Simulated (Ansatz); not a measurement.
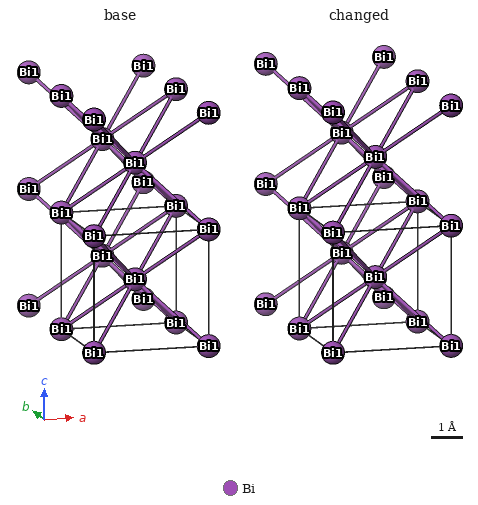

Left: a symmetric starting cell of Bi. Right: the same structure after one change, at the same scale. A ball-and-stick model of the conventional cell (2 times the calculation's cell), repeated 1 × 2 × 2 with one cell outlined, seen slightly off an axis. Lengths and directions refer to the drawn axes.

These are results of DFT PBE, scalar-relativistic, plane waves, PAW (Ansatz), not measurements. (plane-wave cutoff 420 eV; k-point mesh 16 × 16 × 16; occupations gaussian; smearing width 0.1 eV; no spin polarisation)

Question: What was changed?

Answer: All lengths are scaled by +3.0 % (volume +9.4 %), the atoms keeping their fractional coordinates. No relaxation follows. The starting cell wasn't computed here and needn't be at equilibrium, so pressure and forces aren't due to the change alone.

Question: And its effect?

Answer: The pressure is −3.2 GPa (not all of it need come from the change, since the unchanged cell can be under pressure at this level too). All forces vanish by symmetry. Near-neighbour distances before and after: Bi–Bi 3.432 → 3.536 Å. The space group stays Im-3m (No. 229).
